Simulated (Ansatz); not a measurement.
**Geometry relaxation of AlN (part 3 of 3)**

The same run, continued: AlN (slab, 32 atoms in the cell); DFT PBE, scalar-relativistic, plane waves, PAW, no spin polarisation (Ansatz 0.2.0); cutoff 420 eV, 3×3×1 k-mesh, Gaussian smearing of 0.05 eV. The structure derives from an entry of the Crystallography Open Database. The input holds or restrains some coordinates. Forces given for the steps count only the free coordinates. It belongs to a series of runs on one base structure; here: clean slab, lower planes held.

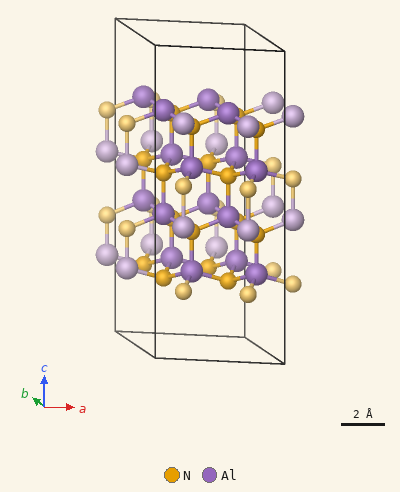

Fig. 1: The geometry at step 3 of the log (ball-and-stick view of the cell of the calculation, with the vacuum cut short, seen slightly off an axis; neighbours outside the cell are drawn fainter).

Output, continued
```
--- Relaxed structure (5 steps of the walk, 5 accepted, 0 SCFs on fresh bases) ---
  F+E_penalty+E_count = -14772.61922776 eV   max|allowed force component| = 3.852e-3 eV/Å
  atoms:
    - { symbol: N, position: [0.16666666666666669, 0.3333333333333334, 0.33165589410000007] }
    - { symbol: N, position: [0.16666666666666663, 0.8333333333333334, 0.33165589410000007] }
    - { symbol: N, position: [0.6666666666666666, 0.3333333333333334, 0.33165589410000007] }
    - { symbol: N, position: [0.6666666666666666, 0.8333333333333334, 0.33165589410000007] }
    - { symbol: Al, position: [0.3333333333333334, 0.16666666666666666, 0.3562986317] }
    - { symbol: Al, position: [0.33333333333333337, 0.6666666666666666, 0.3562986317] }
    - { symbol: Al, position: [0.8333333333333334, 0.16666666666666666, 0.3562986317] }
    - { symbol: Al, position: [0.8333333333333333, 0.6666666666666666, 0.3562986317] }
    - { symbol: N, position: [0.3333333333333334, 0.16666666666666666, 0.43567105210000007] }
    - { symbol: N, position: [0.33333333333333337, 0.6666666666666666, 0.43567105210000007] }
    - { symbol: N, position: [0.8333333333333334, 0.16666666666666666, 0.43567105210000007] }
    - { symbol: N, position: [0.8333333333333333, 0.6666666666666666, 0.43567105210000007] }
    - { symbol: Al, position: [0.16666666666666669, 0.3333333333333334, 0.46031378980000004] }
    - { symbol: Al, position: [0.16666666666666663, 0.8333333333333334, 0.46031378980000004] }
    - { symbol: Al, position: [0.6666666666666666, 0.3333333333333334, 0.46031378980000004] }
    - { symbol: Al, position: [0.6666666666666666, 0.8333333333333334, 0.46031378980000004] }
    - { symbol: N, position: [0.16666666666666669, 0.3333333333333334, 0.5421051147906776] }
    - { symbol: N, position: [0.16666666666666663, 0.8333333333333334, 0.5421051147906776] }
    - { symbol: N, position: [0.6666666666666666, 0.3333333333333334, 0.5421051147906776] }
    - { symbol: N, position: [0.6666666666666666, 0.8333333333333334, 0.5421051147906776] }
    - { symbol: Al, position: [0.3333333333333334, 0.16666666666666666, 0.5624503775572577] }
    - { symbol: Al, position: [0.33333333333333337, 0.6666666666666666, 0.5624503775572577] }
    - { symbol: Al, position: [0.8333333333333334, 0.16666666666666666, 0.5624503775572577] }
    - { symbol: Al, position: [0.8333333333333333, 0.6666666666666666, 0.5624503775572577] }
    - { symbol: N, position: [0.3333333333333334, 0.16666666666666666, 0.6452123813934367] }
    - { symbol: N, position: [0.33333333333333337, 0.6666666666666666, 0.6452123813934367] }
    - { symbol: N, position: [0.8333333333333334, 0.16666666666666666, 0.6452123813934367] }
    - { symbol: N, position: [0.8333333333333333, 0.6666666666666666, 0.6452123813934367] }
    - { symbol: Al, position: [0.16666666666666669, 0.3333333333333334, 0.6664871455366976] }
    - { symbol: Al, position: [0.16666666666666663, 0.8333333333333334, 0.6664871455366976] }
    - { symbol: Al, position: [0.6666666666666666, 0.3333333333333334, 0.6664871455366976] }
    - { symbol: Al, position: [0.6666666666666666, 0.8333333333333334, 0.6664871455366976] }
```

Trajectory as extended XYZ (Å, eV, eV/Å), 5 frames, from step=1 to step=5
```
32
Lattice="6.2605 0.0000 0.0000 -3.1302 5.4217 0.0000 0.0000 0.0000 24.1214" Properties=species:S:1:pos:R:3:forces:R:3 step=1 energy=-14772.31034
N     0.0000    1.8072    8.0000    0.0000   0.0000   1.9153
N    -1.5651    4.5181    8.0000    0.0000   0.0000   1.9153
N     3.1302    1.8072    8.0000    0.0000   0.0000   1.9153
N     1.5651    4.5181    8.0000    0.0000   0.0000   1.9153
Al    1.5651    0.9036    8.5944    0.0000   0.0000  -2.3303
Al    0.0000    3.6145    8.5944    0.0000   0.0000  -2.3303
Al    4.6954    0.9036    8.5944    0.0000   0.0000  -2.3303
Al    3.1302    3.6145    8.5944    0.0000   0.0000  -2.3303
N     1.5651    0.9036   10.5090    0.0000   0.0000   1.2660
N     0.0000    3.6145   10.5090    0.0000   0.0000   1.2660
N     4.6954    0.9036   10.5090    0.0000   0.0000   1.2660
N     3.1302    3.6145   10.5090    0.0000   0.0000   1.2660
Al    0.0000    1.8072   11.1034    0.0000   0.0000  -1.2020
Al   -1.5651    4.5181   11.1034    0.0000   0.0000  -1.2020
Al    3.1302    1.8072   11.1034    0.0000   0.0000  -1.2020
Al    1.5651    4.5181   11.1034    0.0000   0.0000  -1.2020
N     0.0000    1.8072   13.0180    0.0000   0.0000   1.0980
N    -1.5651    4.5181   13.0180    0.0000   0.0000   1.0980
N     3.1302    1.8072   13.0180    0.0000   0.0000   1.0980
N     1.5651    4.5181   13.0180    0.0000   0.0000   1.0980
Al    1.5651    0.9036   13.6124    0.0000   0.0000  -1.2668
Al    0.0000    3.6145   13.6124    0.0000   0.0000  -1.2668
Al    4.6954    0.9036   13.6124    0.0000   0.0000  -1.2668
Al    3.1302    3.6145   13.6124    0.0000   0.0000  -1.2668
N     1.5651    0.9036   15.5270    0.0000   0.0000   0.8117
N     0.0000    3.6145   15.5270    0.0000   0.0000   0.8117
N     4.6954    0.9036   15.5270    0.0000   0.0000   0.8117
N     3.1302    3.6145   15.5270    0.0000   0.0000   0.8117
Al    0.0000    1.8072   16.1214    0.0000   0.0000  -0.2915
Al   -1.5651    4.5181   16.1214    0.0000   0.0000  -0.2915
Al    3.1302    1.8072   16.1214    0.0000   0.0000  -0.2915
Al    1.5651    4.5181   16.1214    0.0000   0.0000  -0.2915
32
Lattice="6.2605 0.0000 0.0000 -3.1302 5.4217 0.0000 0.0000 0.0000 24.1214" Properties=species:S:1:pos:R:3:forces:R:3 step=2 energy=-14772.47339
N     0.0000    1.8072    8.0000    0.0000   0.0000   1.9665
N    -1.5651    4.5181    8.0000    0.0000   0.0000   1.9665
N     3.1302    1.8072    8.0000    0.0000   0.0000   1.9665
N     1.5651    4.5181    8.0000    0.0000   0.0000   1.9665
Al    1.5651    0.9036    8.5944    0.0000   0.0000  -2.4478
Al    0.0000    3.6145    8.5944    0.0000   0.0000  -2.4478
Al    4.6954    0.9036    8.5944    0.0000   0.0000  -2.4478
Al    3.1302    3.6145    8.5944    0.0000   0.0000  -2.4478
N     1.5651    0.9036   10.5090    0.0000   0.0000   1.4686
N     0.0000    3.6145   10.5090    0.0000   0.0000   1.4686
N     4.6954    0.9036   10.5090    0.0000   0.0000   1.4686
N     3.1302    3.6145   10.5090    0.0000   0.0000   1.4686
Al    0.0000    1.8072   11.1034    0.0000   0.0000  -1.2786
Al   -1.5651    4.5181   11.1034    0.0000   0.0000  -1.2786
Al    3.1302    1.8072   11.1034    0.0000   0.0000  -1.2786
Al    1.5651    4.5181   11.1034    0.0000   0.0000  -1.2786
N     0.0000    1.8072   13.0310    0.0000   0.0000   0.6517
N    -1.5651    4.5181   13.0310    0.0000   0.0000   0.6517
N     3.1302    1.8072   13.0310    0.0000   0.0000   0.6517
N     1.5651    4.5181   13.0310    0.0000   0.0000   0.6517
Al    1.5651    0.9036   13.5835    0.0000   0.0000  -0.7599
Al    0.0000    3.6145   13.5835    0.0000   0.0000  -0.7599
Al    4.6954    0.9036   13.5835    0.0000   0.0000  -0.7599
Al    3.1302    3.6145   13.5835    0.0000   0.0000  -0.7599
N     1.5651    0.9036   15.5166    0.0000   0.0000   0.6521
N     0.0000    3.6145   15.5166    0.0000   0.0000   0.6521
N     4.6954    0.9036   15.5166    0.0000   0.0000   0.6521
N     3.1302    3.6145   15.5166    0.0000   0.0000   0.6521
Al    0.0000    1.8072   16.0928    0.0000   0.0000  -0.2525
Al   -1.5651    4.5181   16.0928    0.0000   0.0000  -0.2525
Al    3.1302    1.8072   16.0928    0.0000   0.0000  -0.2525
Al    1.5651    4.5181   16.0928    0.0000   0.0000  -0.2525
32
Lattice="6.2605 0.0000 0.0000 -3.1302 5.4217 0.0000 0.0000 0.0000 24.1214" Properties=species:S:1:pos:R:3:forces:R:3 step=3 energy=-14772.61321
N     0.0000    1.8072    8.0000    0.0000   0.0000   2.0790
N    -1.5651    4.5181    8.0000    0.0000   0.0000   2.0790
N     3.1302    1.8072    8.0000    0.0000   0.0000   2.0790
N     1.5651    4.5181    8.0000    0.0000   0.0000   2.0790
Al    1.5651    0.9036    8.5944    0.0000   0.0000  -2.6923
Al    0.0000    3.6145    8.5944    0.0000   0.0000  -2.6923
Al    4.6954    0.9036    8.5944    0.0000   0.0000  -2.6923
Al    3.1302    3.6145    8.5944    0.0000   0.0000  -2.6923
N     1.5651    0.9036   10.5090    0.0000   0.0000   1.9035
N     0.0000    3.6145   10.5090    0.0000   0.0000   1.9035
N     4.6954    0.9036   10.5090    0.0000   0.0000   1.9035
N     3.1302    3.6145   10.5090    0.0000   0.0000   1.9035
Al    0.0000    1.8072   11.1034    0.0000   0.0000  -1.2172
Al   -1.5651    4.5181   11.1034    0.0000   0.0000  -1.2172
Al    3.1302    1.8072   11.1034    0.0000   0.0000  -1.2172
Al    1.5651    4.5181   11.1034    0.0000   0.0000  -1.2172
N     0.0000    1.8072   13.0812    0.0000   0.0000   0.0799
N    -1.5651    4.5181   13.0812    0.0000   0.0000   0.0799
N     3.1302    1.8072   13.0812    0.0000   0.0000   0.0799
N     1.5651    4.5181   13.0812    0.0000   0.0000   0.0799
Al    1.5651    0.9036   13.5873    0.0000   0.0000  -0.0948
Al    0.0000    3.6145   13.5873    0.0000   0.0000  -0.0948
Al    4.6954    0.9036   13.5873    0.0000   0.0000  -0.0948
Al    3.1302    3.6145   13.5873    0.0000   0.0000  -0.0948
N     1.5651    0.9036   15.5880    0.0000   0.0000  -0.0329
N     0.0000    3.6145   15.5880    0.0000   0.0000  -0.0329
N     4.6954    0.9036   15.5880    0.0000   0.0000  -0.0329
N     3.1302    3.6145   15.5880    0.0000   0.0000  -0.0329
Al    0.0000    1.8072   16.1068    0.0000   0.0000  -0.0262
Al   -1.5651    4.5181   16.1068    0.0000   0.0000  -0.0262
Al    3.1302    1.8072   16.1068    0.0000   0.0000  -0.0262
Al    1.5651    4.5181   16.1068    0.0000   0.0000  -0.0262
32
Lattice="6.2605 0.0000 0.0000 -3.1302 5.4217 0.0000 0.0000 0.0000 24.1214" Properties=species:S:1:pos:R:3:forces:R:3 step=4 energy=-14772.61830
N     0.0000    1.8072    8.0000    0.0000   0.0000   2.0989
N    -1.5651    4.5181    8.0000    0.0000   0.0000   2.0989
N     3.1302    1.8072    8.0000    0.0000   0.0000   2.0989
N     1.5651    4.5181    8.0000    0.0000   0.0000   2.0989
Al    1.5651    0.9036    8.5944    0.0000   0.0000  -2.7351
Al    0.0000    3.6145    8.5944    0.0000   0.0000  -2.7351
Al    4.6954    0.9036    8.5944    0.0000   0.0000  -2.7351
Al    3.1302    3.6145    8.5944    0.0000   0.0000  -2.7351
N     1.5651    0.9036   10.5090    0.0000   0.0000   1.9703
N     0.0000    3.6145   10.5090    0.0000   0.0000   1.9703
N     4.6954    0.9036   10.5090    0.0000   0.0000   1.9703
N     3.1302    3.6145   10.5090    0.0000   0.0000   1.9703
Al    0.0000    1.8072   11.1034    0.0000   0.0000  -1.3633
Al   -1.5651    4.5181   11.1034    0.0000   0.0000  -1.3633
Al    3.1302    1.8072   11.1034    0.0000   0.0000  -1.3633
Al    1.5651    4.5181   11.1034    0.0000   0.0000  -1.3633
N     0.0000    1.8072   13.0742    0.0000   0.0000  -0.0133
N    -1.5651    4.5181   13.0742    0.0000   0.0000  -0.0133
N     3.1302    1.8072   13.0742    0.0000   0.0000  -0.0133
N     1.5651    4.5181   13.0742    0.0000   0.0000  -0.0133
Al    1.5651    0.9036   13.5607    0.0000   0.0000   0.0092
Al    0.0000    3.6145   13.5607    0.0000   0.0000   0.0092
Al    4.6954    0.9036   13.5607    0.0000   0.0000   0.0092
Al    3.1302    3.6145   13.5607    0.0000   0.0000   0.0092
N     1.5651    0.9036   15.5551    0.0000   0.0000   0.0027
N     0.0000    3.6145   15.5551    0.0000   0.0000   0.0027
N     4.6954    0.9036   15.5551    0.0000   0.0000   0.0027
N     3.1302    3.6145   15.5551    0.0000   0.0000   0.0027
Al    0.0000    1.8072   16.0641    0.0000   0.0000   0.0307
Al   -1.5651    4.5181   16.0641    0.0000   0.0000   0.0307
Al    3.1302    1.8072   16.0641    0.0000   0.0000   0.0307
Al    1.5651    4.5181   16.0641    0.0000   0.0000   0.0307
32
Lattice="6.2605 0.0000 0.0000 -3.1302 5.4217 0.0000 0.0000 0.0000 24.1214" Properties=species:S:1:pos:R:3:forces:R:3 step=5 energy=-14772.61923
N     0.0000    1.8072    8.0000    0.0000   0.0000   2.0932
N    -1.5651    4.5181    8.0000    0.0000   0.0000   2.0932
N     3.1302    1.8072    8.0000    0.0000   0.0000   2.0932
N     1.5651    4.5181    8.0000    0.0000   0.0000   2.0932
Al    1.5651    0.9036    8.5944    0.0000   0.0000  -2.7229
Al    0.0000    3.6145    8.5944    0.0000   0.0000  -2.7229
Al    4.6954    0.9036    8.5944    0.0000   0.0000  -2.7229
Al    3.1302    3.6145    8.5944    0.0000   0.0000  -2.7229
N     1.5651    0.9036   10.5090    0.0000   0.0000   1.9509
N     0.0000    3.6145   10.5090    0.0000   0.0000   1.9509
N     4.6954    0.9036   10.5090    0.0000   0.0000   1.9509
N     3.1302    3.6145   10.5090    0.0000   0.0000   1.9509
Al    0.0000    1.8072   11.1034    0.0000   0.0000  -1.3208
Al   -1.5651    4.5181   11.1034    0.0000   0.0000  -1.3208
Al    3.1302    1.8072   11.1034    0.0000   0.0000  -1.3208
Al    1.5651    4.5181   11.1034    0.0000   0.0000  -1.3208
N     0.0000    1.8072   13.0763    0.0000   0.0000  -0.0036
N    -1.5651    4.5181   13.0763    0.0000   0.0000  -0.0036
N     3.1302    1.8072   13.0763    0.0000   0.0000  -0.0036
N     1.5651    4.5181   13.0763    0.0000   0.0000  -0.0036
Al    1.5651    0.9036   13.5671    0.0000   0.0000  -0.0016
Al    0.0000    3.6145   13.5671    0.0000   0.0000  -0.0016
Al    4.6954    0.9036   13.5671    0.0000   0.0000  -0.0016
Al    3.1302    3.6145   13.5671    0.0000   0.0000  -0.0016
N     1.5651    0.9036   15.5634    0.0000   0.0000   0.0039
N     0.0000    3.6145   15.5634    0.0000   0.0000   0.0039
N     4.6954    0.9036   15.5634    0.0000   0.0000   0.0039
N     3.1302    3.6145   15.5634    0.0000   0.0000   0.0039
Al    0.0000    1.8072   16.0766    0.0000   0.0000   0.0011
Al   -1.5651    4.5181   16.0766    0.0000   0.0000   0.0011
Al    3.1302    1.8072   16.0766    0.0000   0.0000   0.0011
Al    1.5651    4.5181   16.0766    0.0000   0.0000   0.0011
```

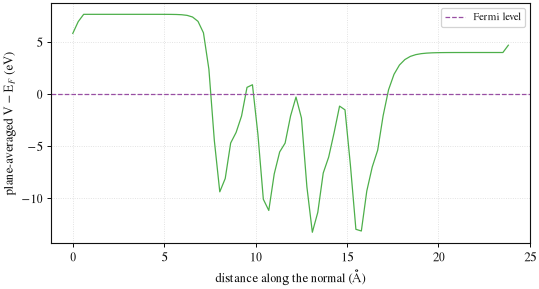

Fig. 2: Plane average of the electrostatic potential energy of an electron across the cell, from the Fermi level. The vacuum level lies 3.99 eV above the Fermi level on the upper side and 7.66 eV on the lower.

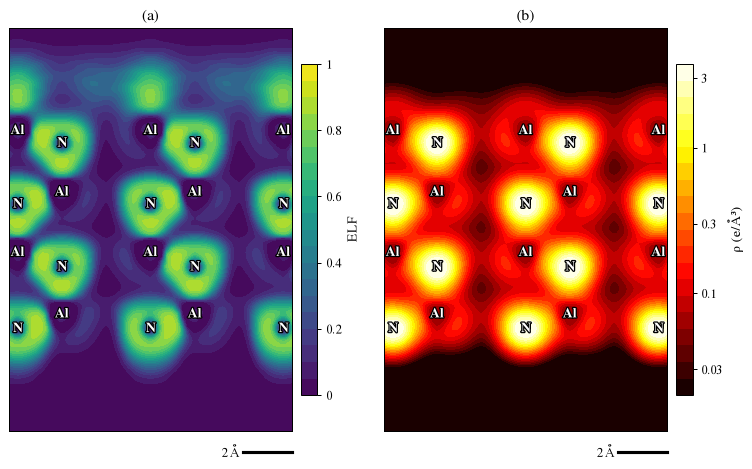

Fig. 3: (a) electron localisation function; (b) valence electron density on the (110) plane of the calculation cell, a cut from vacuum to vacuum. Atoms in the plane: N and Al. Al–N (1.90 Å): ρ is about 0.67 e/Å³ halfway; the ELF is about 0.85 at the midpoint. Al–N (1.97 Å): the density is about 0.58 e/Å³ at the midpoint; the ELF is about 0.85 at the midpoint. The density dies away to nearly zero in the vacuum. The fields are those of the smooth PAW valence density.

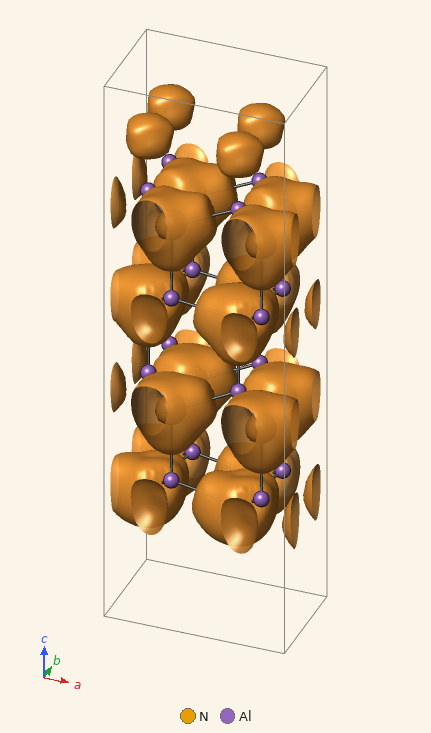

Fig. 4: Isosurface of the ELF at 0.65 (orange), seen slightly off an axis. Only the valence region is drawn (cores and ρ < 0.01 e/Å³ removed). Sticks mark near contacts. Profiles from the grid: Al–N (1.87 Å): the ELF is about 0.85 at the midpoint.

Results in brief

| quantity | value |
| --- | --- |
| outcome | converged under the restraints of the input |
| electrons treated | 128 |
| free energy | −14772.6192 eV |
| work function, top face | 3.99 eV |
| work function, bottom face | 7.66 eV |
| Fermi energy | 0.334 eV |
| gap on the k-point mesh | none (metallic) |
| final volume | 818.74 Å³ |
| work function (upper face) | 3.99 eV |
| largest force (length of the vector) at the end, held atoms and coordinates included | 2.723 eV/Å |
| hardware | 4 threads of Intel Xeon @ 2.50GHz (Skylake/Cascade Lake), 32 GiB of memory available, shared host |
| wall time | 51 s (CPU time 3.3 min) |
| peak memory | 1.4 GiB |

Notes

Notes on the run: the exchange-correlation potential is rough where the density is thin.
